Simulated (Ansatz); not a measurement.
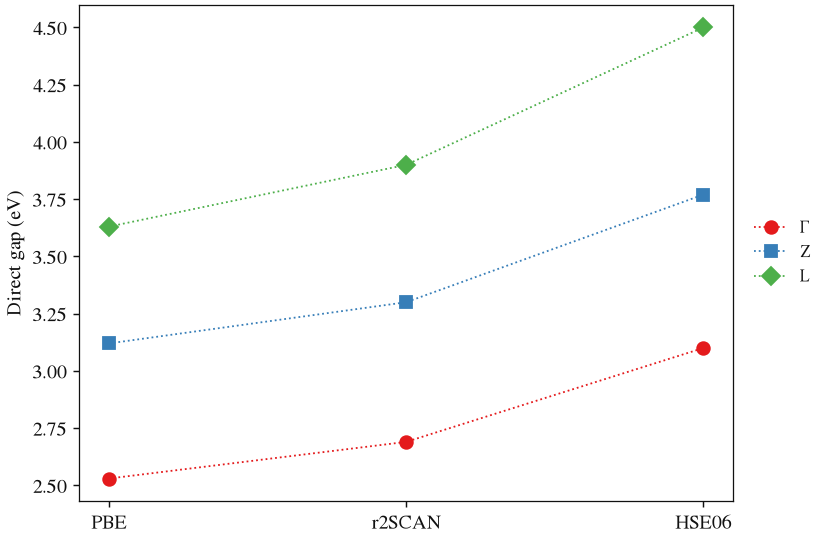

Direct gap at each named k point, by several methods on one cell of PtSe2, space group R-3m, 3 atoms in the primitive cell, relaxed with r2SCAN+rVV10, then under −2.09 % epitaxial xy strain; a = 3.614 Å, c = 17.636 Å (hexagonal axes). All runs are without spin-orbit coupling and carry no moments. Points keep the names that they have in the unstrained cell. The names follow the standardised cell of this lattice; in reduced coordinates of the cell that was run, Z is (0.5, 0.5, 0.5) and L is (0.5, 0, 0). The cell is at 6 GPa in PBE. The smallest gap is indirect or lies off these points.

### Does HSE06 open these direct gaps by one amount over PBE?

The shifts are +0.57 eV at Γ, +0.65 eV at Z and +0.87 eV at L, and at points that aren't plotted +0.88 eV (F): over the named points that both runs hold, a spread of 0.31 eV on a mean of 0.74 eV, so one shift doesn't describe them.

### How do the methods rank at Γ?

From low to high: PBE 2.53, r2SCAN 2.69, HSE06 3.10 eV.

```csv
method,program,Γ (eV),Z (eV),L (eV)
PBE,Ansatz,2.53,3.12,3.63
r2SCAN,Ansatz,2.69,3.30,3.90
HSE06,Ansatz,3.10,3.77,4.50
```

Settings. PBE: Ansatz PAW set, 8×8×8 k mesh, 420 eV cutoff, Fermi-Dirac smearing of 0.02 eV (Ansatz). r2SCAN: Ansatz PAW set, 8×8×8 k mesh, 500 eV cutoff, fixed occupations (Ansatz). HSE06: Ansatz PAW set, 6×6×6 k mesh, 420 eV cutoff, fixed occupations (Ansatz 0.2.0).

Spin-orbit coupling is left out, which matters for Pt and Se. The cell was built by a generator and needn't be a form met in nature. LDA, GGA and most meta-GGA functionals understate gaps. r2SCAN and HSE06: the PAW data sets were made with another functional. HSE06: the k mesh is thin for exact exchange. Over all k points computed the smallest gap is 0.46 eV in PBE, 0.61 eV in r2SCAN and 0.91 eV in HSE06. The names follow the standardised cell of this lattice; in reduced coordinates of the cell that was run, F is (0.5, 0, 0.5).
